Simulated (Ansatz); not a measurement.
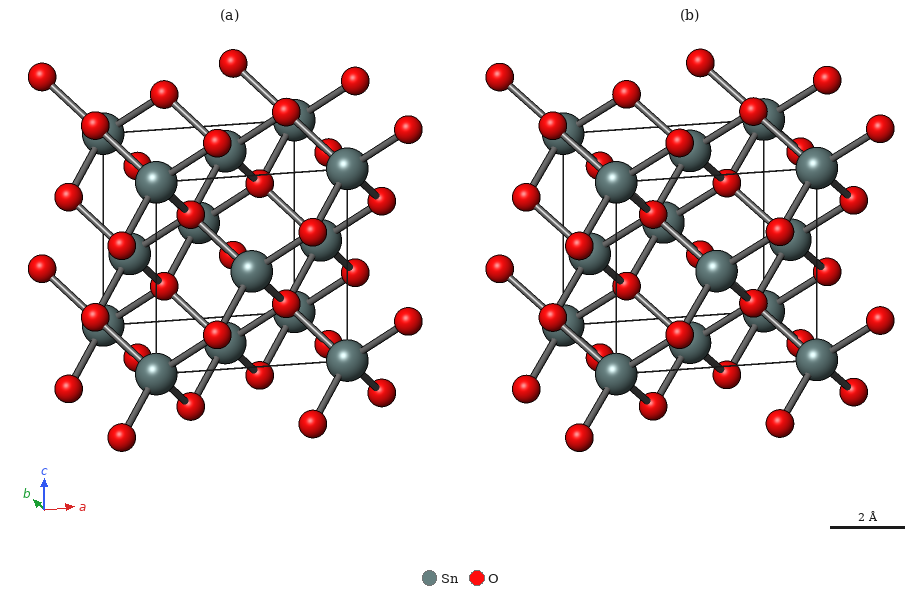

Left: a crystal of SnO (built on the zincblende type) at its r2SCAN-relaxed geometry. Right: the same structure after one change, at the same scale. The picture is a ball-and-stick view of the conventional cell (4 times the calculation's cell), seen slightly off an axis. Lengths and directions refer to the drawn axes.

Method: Ansatz 0.2.0, DFT, PBE, plane waves, PAW. Settings: plane-wave cutoff 420 eV; k-point mesh 8 × 8 × 8; occupations fermi dirac; smearing width 0.02 eV; no spin polarisation.

> Which change leads from the left to the right?

The cell is strained by +5.0 % along a and none across it (volume +5.0 %). The atoms were relaxed with r2SCAN under that strain, and this is a single point on that geometry.

> And its effect?

It lowers the energy by 4.4 meV per atom. Pressure: 2.4 GPa before, −0.8 GPa after. The principal stresses (compression positive) are −1.0 GPa along a and −0.7 GPa across it. All forces vanish by symmetry. Some distances before and after: O–Sn 2.345 → 2.385 Å. The space group (tolerance 0.01 Å) goes from F-43m (No. 216) to I-4m2 (No. 119).
